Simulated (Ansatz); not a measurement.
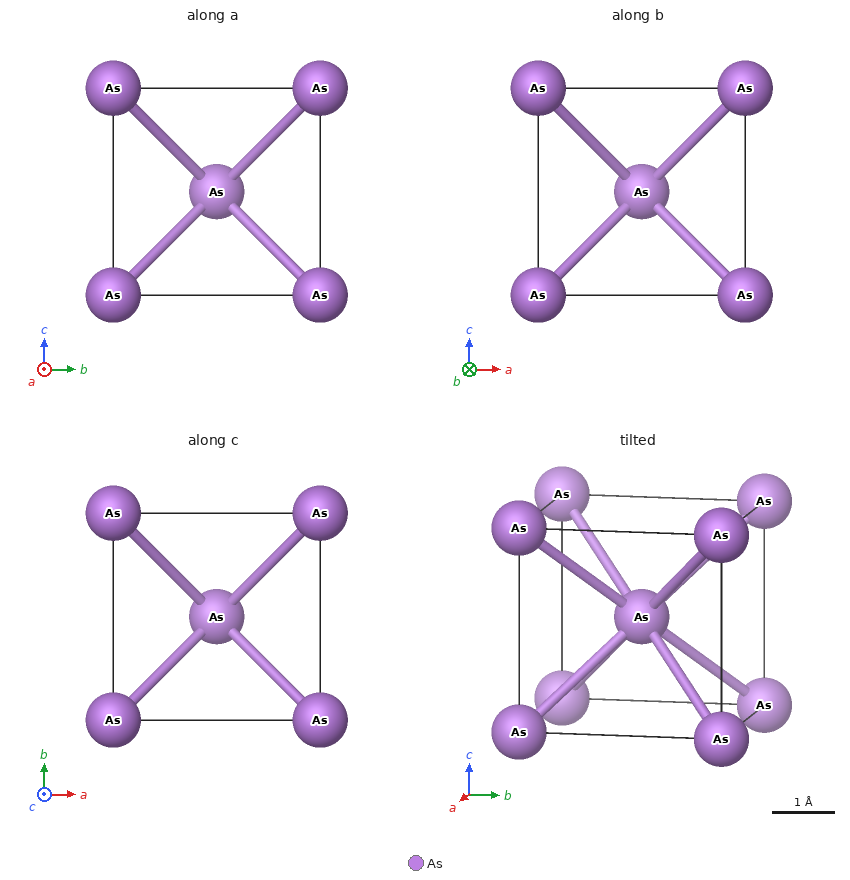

Ball-and-stick drawing of the structure, looking along the a axis, along the b axis, along the c axis and slightly off an axis. Thin lines show the conventional unit cell, with boundary atoms drawn in all their periodic places.

Lattice parameters: a = 3.368 Å, b = 3.368 Å, c = 3.368 Å, α = 90.00°, β = 90.00°, γ = 90.00°. Put a along x and b in the xy plane.

> Write the structure as a POSCAR file.

```
As
1.0
     3.368    0.000    0.000
     0.000    3.368    0.000
     0.000    0.000    3.368
As
2
Direct
  0.0000 0.0000 0.0000
  0.5000 0.5000 0.5000
```

Starting structure: a structure type filled with this element by a generator (whether the element takes this form wasn't checked). What is shown is the relaxed result from Ansatz 0.2.0, DFT, PBE, PAW with Ansatz's default frozen-core files, scalar-relativistic.
